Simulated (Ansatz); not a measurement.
## Band-structure calculation, with input and output: Re

- system: Re (P6₃/mmc, 2 atoms in the cell)
- method: DFT PBEsol, scalar-relativistic, plane waves, PAW, no spin polarisation (Ansatz 0.2.0)

The structure derives from an entry of the Crystallography Open Database. Figures and captions count atoms from 1; the log counts them from 0 in places.

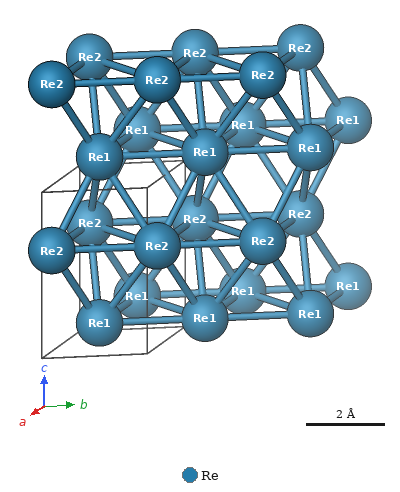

The input geometry (ball-and-stick view of the cell of the calculation, repeated 2 × 3 × 2, seen slightly off an axis; atoms are numbered from 1 in the order of the input). An atom can appear more than once, as a periodic image.

The input
```yaml
crystal:
  lattice:
    - [2.7503660253, 0.0, 0.0]
    - [-1.3751830126, 2.3818868476, 0.0]
    - [0.0, 0.0, 4.4432016763]
  atoms:
    - { symbol: Re, position: [0.3333333333, 0.6666666667, 0.25] }
    - { symbol: Re, position: [0.6666666667, 0.3333333333, 0.75] }
basis:
  ecutwfc: 420
kpoints:
  mp_grid: { grid: [18, 18, 10] }
  band_path:
    path:
      - [[0.0, 0.0, 0.0], [0.5, 0.0, 0.0], [0.33333333, 0.33333333, 0.0], [0.0, 0.0, 0.0], [0.0, 0.0, 0.5], [0.5, 0.0, 0.5], [0.33333333, 0.33333333, 0.5], [0.0, 0.0, 0.5]]
      - [[0.5, 0.0, 0.5], [0.5, 0.0, 0.0]]
      - [[0.33333333, 0.33333333, 0.5], [0.33333333, 0.33333333, 0.0]]
    npoints: 14
hamiltonian:
  xc: pbesol
scf:
  occupations: { method: gaussian, width: 0.1 }
  n_extra_bands: 6
output:
  forces: true
  stress: true
  eigenvalues: true
  populations: true
  dos: { projected: true, de: 0.02, nscf_kmesh: { grid: [27, 27, 15] } }
  bader: true
  write_density: true
  write_potential: true
  elf: true
  volumetric_format: npy
```

Run as:
```bash
ansatz run input.yaml --threads 1 --pin off --max-ram 2560MiB --backend cpu --events-out ev --progress --plain --runs-dir out
```

Log
```
scf.n_extra_bands = 6 over 15 filled bands (N_el = 30.0): the run solves 21 bands
Engine: ansatz 0.2.0, aarch64-unknown-linux-gnu
Pseudopotentials: kind: paw
Pseudopotential: Re, paw, valence charge 15, recommended cutoff 420 eV (normal), Re.paw.azcp
Functional definition: PBEsol
  exchange = pbesol_x
  correlation = pbesol_c
Crystal: 2 atoms, lattice volume = 29.108 Å³
Basis set: ecut = 420 eV, 573 PW (Γ), exchange–correlation on 40×40×60 points (8 copies of the dense FFT grid, shifted against one another)
Bands: 21, of which v1, the nominal top of the filled ones, is band 15 counted from 1 (14 counted from 0)
Symmetry: 24 space group operations
Space group: P63/mmc (ITA 194), of the structure as read, at distance tolerance 3.1e-5 Å
k-points: 222 of 3240
Non-local potential: Re, projectors of the file, l = 0: 3, l = 1: 2, l = 2: 2, l = 3: 1
PAW form: soft (Blöchl's): semilocal exchange-correlation on the pseudo side does not see the compensation charge
PAW frozen core: Re, regenerated for the run's functional, and the local potential with it (the file was generated under x = pbe(κ = 0.804, μ = 0.2195149727645171), c = pbe(β = 0.06672455060314922))
PAW one-centre angular grid: Re, 590 points (default); XC on 64 Gauss nodes
Initial density: superposition of atomic densities (neutral atoms: chi_scale 0, normalization atom), corrected by the library's trained network
Initial wavefunctions: pseudopotential atomic-orbital guess
Functional: x = pbesol(κ = 0.804, μ = 0.12345679012345678), c = pbesol(β = 0.046)
SCF iter   1: F=—  HF=-21474.497249 eV  |F-HF|=—  |Δ(HF+E_count)|=         —  Δρ=8.15e-3  dr2=6.00e-3  ethr=1.77e-3  ⟨swp⟩=5.1  Hψ=21944  notcnv=0  defer=21
preconditioner: auto → none  [metal: Δε(μ)=0.015 eV  Ē_g=8.196 eV  σ=0.100 eV  W_gap=0.08  n_scr=8 (ndim 8)  ℏωp=25.8 eV  f_vac=0.000  D(μ)=1.59/eV (n_scr^D=22)  sad-step TF]
SCF iter   2: F=—  HF=-21474.498374 eV  |F-HF|=—  |Δ(HF+E_count)|=   1.13e-3  Δρ=4.79e-3  dr2=2.22e-3  ethr=2.00e-5  ⟨swp⟩=1.1  Hψ=6599  notcnv=0  defer=21
SCF iter   3: F=—  HF=-21474.498834 eV  |F-HF|=—  |Δ(HF+E_count)|=   4.59e-4  Δρ=2.52e-4  dr2=6.89e-6  ethr=7.39e-6  ⟨swp⟩=1.4  Hψ=4883  notcnv=0  defer=21
SCF iter   4: F=—  HF=-21474.498790 eV  |F-HF|=—  |Δ(HF+E_count)|=   4.39e-5  Δρ=7.03e-5  dr2=5.14e-7  ethr=2.30e-8  ⟨swp⟩=2.0  Hψ=7429  notcnv=0  defer=21
iter 5 did not close the SCF: its close was put off for the readings that it lacked (scf_convergence_deferred on its scf_iter line)
SCF iter   5: F=-21474.498790 eV  HF=-21474.498790 eV  |F-HF|=6.41e-9  |Δ(HF+E_count)|=   5.22e-8  Δρ=1.96e-5  dr2=3.73e-8  ethr=1.71e-9  ⟨swp⟩=2.0  Hψ=5887  notcnv=0  defer=21
SCF iter   6: F=-21474.498790 eV  HF=-21474.498790 eV  |F-HF|=2.69e-10  |Δ(HF+E_count)|=  2.95e-10  Δρ=3.67e-6  dr2=1.17e-9  ethr=1.24e-10  ⟨swp⟩=7.9  Hψ=27334  notcnv=0
SCF 1 converged in 6 iterations: F = -21474.498790 eV  dr2 = 1.17e-9
  greatest PAW one-centre occupation: 0.999 electrons in one spin orbital (limit 2), on the Re atom at site 1 (counted from 0), in its partial waves of l = 0
NSCF: frozen V_eff on 129 k-points
NSCF: frozen V_eff on 600 k-points
SCF converged after 6 iterations
Free energy (F): -21474.498790 eV
Harris-Foulkes:  -21474.498790 eV  (|F-HF|=2.69e-10)
Internal energy: -21474.490737 eV  (E = F + TS)
E sigma→0 (E₀):  -21474.494763 eV
Entropy (-TS):   -0.008053 eV (-4.026 meV/atom)
Fermi energy:    24.098730 eV
--- Per-component energies (eV) ---
  E_band       = -139.205391
  E_kinetic    = 1084.294520
  E_local      = -1501.393635  (includes V_loc(G=0)·N_el)
  E_nonlocal   = 101.510903
  E_hartree    = 538.316134
  E_xc         = -803.250301
  E_vxc        = -609.055958  (∫ρ·V_xc dr)
  E_paw        = -17061.879759  (= ΣΔE_a)
  E_vpaw       = -291.193044  (= ΣTr[D̂ρ^β])
  E_aug_tail   = -0.000150  (compensation charges beyond the density's cutoff)
  E_ewald      = -3832.554972
  E_core_change = 0.466523  (= ΣΔE_core)
  E_smearing   = -0.008053  (= −TS)
  E_closure    = 0.000000  (closes the sum)
  Σ components = -21474.498790   (vs F -21474.498790, Δ=0.00e0)
--- Forces (eV/Å), atoms counted from 1 ---
  atom   1  Re     0.00000000    -0.00000000     0.00000000
  atom   2  Re    -0.00000000     0.00000000     0.00000000
  max |Σ_I F_I| component: 0.00e0 eV/Å
--- Stress (GPa, compression-positive) ---
        0.001996       0.000000       0.000000
        0.000000       0.001996       0.000000
        0.000000       0.000000       0.002532
  P = ⅓ Tr σ = 0.0022 GPa (0.022 kbar)
--- Band table (eV; the first three rows and the last of 222) ---
  k-point 0: bands = ["-55.6310", "-55.5012", "-18.1747", "-17.0723", "-17.0723", "-16.8902", "-16.8902", "-16.8705", "14.1676", "17.4012", "22.5048", "22.5065", "22.5065", "23.3607", "23.3607", "24.3108", "24.3108", "24.7530", "27.5433", "27.5433", "34.2056"]
  k-point 1: bands = ["-55.6278", "-55.5044", "-18.1448", "-17.0679", "-17.0679", "-16.9048", "-16.8947", "-16.8947", "14.2901", "17.4099", "22.4313", "22.4446", "22.4446", "23.2829", "23.2829", "24.4034", "24.4851", "24.4851", "27.5598", "27.5598", "34.7084"]
  k-point 2: bands = ["-55.6187", "-55.5137", "-18.0577", "-17.0550", "-17.0550", "-17.0034", "-16.9077", "-16.9077", "14.6461", "17.4128", "22.2322", "22.3294", "22.3294", "23.0807", "23.0807", "23.5742", "24.9278", "24.9278", "27.5645", "27.5645", "36.0147"]
  k-point 221: bands = ["-55.4777", "-55.4777", "-17.9098", "-17.9098", "-17.6392", "-17.6392", "-17.1063", "-17.1063", "19.4938", "19.4938", "20.3328", "20.3328", "21.9521", "21.9521", "24.1741", "24.1741", "27.5342", "27.5342", "33.7960", "33.7960", "34.6157"]
--- Löwdin populations: 2 sites ---
  site symbol       q [e]
     0     Re     14.8490
     1     Re     14.8490
  spilling = 0.010070 (of n_electrons = 30.000000)
--- Bader charges: 2 sites ---
  site symbol  charge [e]  shift [e]
     0     Re      0.0000     0.0000
     1     Re      0.0000     0.0000
  estimated error of the sums over rays = 2.1e-4 e
```

File bader_charges.tsv
```
# site	symbol	x_ang	y_ang	z_ang	partial_charge_e	electrons	volume_ang3	relative_density_drop	shared_charge_e	partial_wave_shift_e
# quadrature_error_electrons = 2.1e-4
0	Re	0.0000	1.5879	1.1108	0.00000	75.00000	14.55	-	0.00000	0.00000
1	Re	1.3752	0.7940	3.3324	0.00000	75.00000	14.55	-	0.00000	0.00000
```

File populations.tsv
```
# site	symbol	l	j	q
# orbitals = lowdin
# n_electrons = 30.000000
# spilling = 0.010070
0	Re	0_5S	-	1.961818
0	Re	0_6S	-	0.926132
0	Re	1_5P	-	5.992025
0	Re	2_5D	-	5.968977
1	Re	0_5S	-	1.961818
1	Re	0_6S	-	0.926132
1	Re	1_5P	-	5.992025
1	Re	2_5D	-	5.968977
```

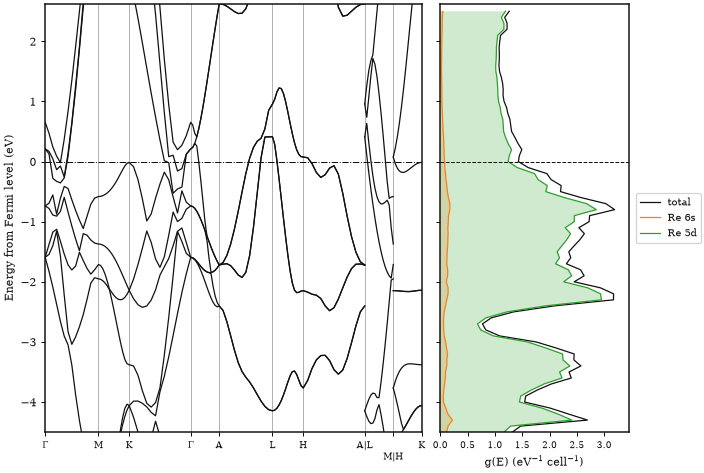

Band structure along Γ–M–K–Γ–A–L–H–A|L–M|H–K and density of states (projected on Löwdin-orthogonalised atomic shells), with energies from the Fermi level. Bands cross the Fermi level: a metal at this level of theory.

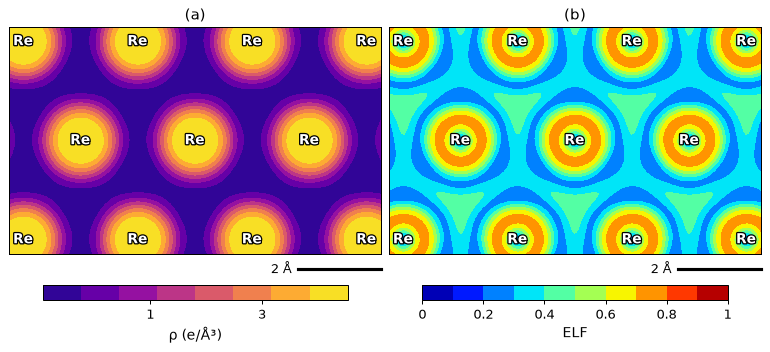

(a) valence charge density (pseudo); (b) electron localisation function on the (001) plane of the conventional cell. Atoms in the plane: Re. Re–Re (2.75 Å): ρ at the midpoint is about 0.43 e/Å³; the ELF is about 0.40 at the midpoint, as expected for metallic bonding. Away from the nuclei the density in this plane falls to 0.35 e/Å³ at its lowest. The strong features right at Re lie inside the PAW spheres (semicore, d or f shells) and say nothing about bonding. The fields are those of the smooth PAW valence density.

Key numbers

```json
{"quantity": "outcome", "value": "converged"}
{"quantity": "space group (tolerance 0.01 Å)", "value": "P6₃/mmc (194)"}
{"quantity": "electrons treated", "value": "30"}
{"quantity": "free energy", "value": "−21474.4988 eV"}
{"quantity": "Fermi energy", "value": "24.099 eV"}
{"quantity": "gap on the k-point mesh", "value": "none (metallic)"}
{"quantity": "pressure", "value": "0.00 GPa"}
{"quantity": "largest force (length of the vector)", "value": "under 0.001 eV/Å"}
{"quantity": "hardware", "value": "1 thread of Arm Neoverse V1, 24 GiB of memory available, shared host"}
{"quantity": "wall time", "value": "35 s"}
{"quantity": "peak memory", "value": "0.44 GiB"}
```

Notes

Spin–orbit coupling is left out, which matters for Re.
